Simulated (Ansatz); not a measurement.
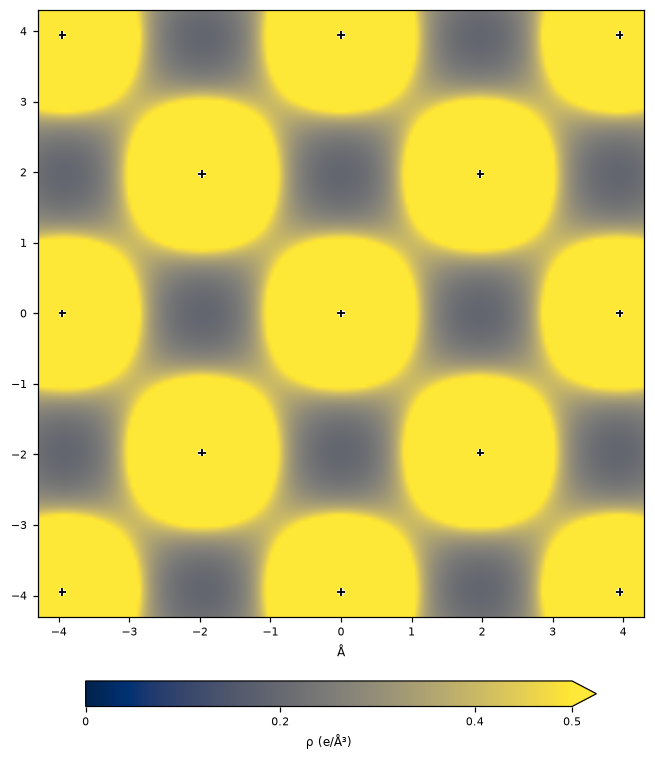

The valence charge density (pseudo) on a plane through atoms (crosses mark nuclei in the plane).

Computed with DFT, PBEsol, PAW with Ansatz's default frozen-core files, scalar-relativistic (Ansatz 0.2.0).

Candidates:
A. Ru, a = 2.72 Å, b = 2.72 Å, c = 4.31 Å, α = 90.00°, β = 90.00°, γ = 120.00°. Space group P6₃/mmc; computed pressure about −12 GPa in this cell; computed without spin polarisation.
B. Re, a = 3.95 Å, b = 3.95 Å, c = 3.95 Å, α = 90.00°, β = 90.00°, γ = 90.00°. Space group Fm-3m; computed pressure about −19 GPa in this cell; computed without spin polarisation.
C. AlNi, a = 2.92 Å, b = 2.92 Å, c = 2.92 Å, α = 90.00°, β = 90.00°, γ = 90.00°. Space group Pm-3m; computed pressure about −9 GPa in this cell; the program warned that a starting moment wasn't kept; spin-polarised, but the moments vanished.

> Which system is this?

Candidate B: Re on the (100) plane of the conventional cell, which holds Re. Re–Re (2.79 Å): ρ is about 0.4 e/Å³ halfway.
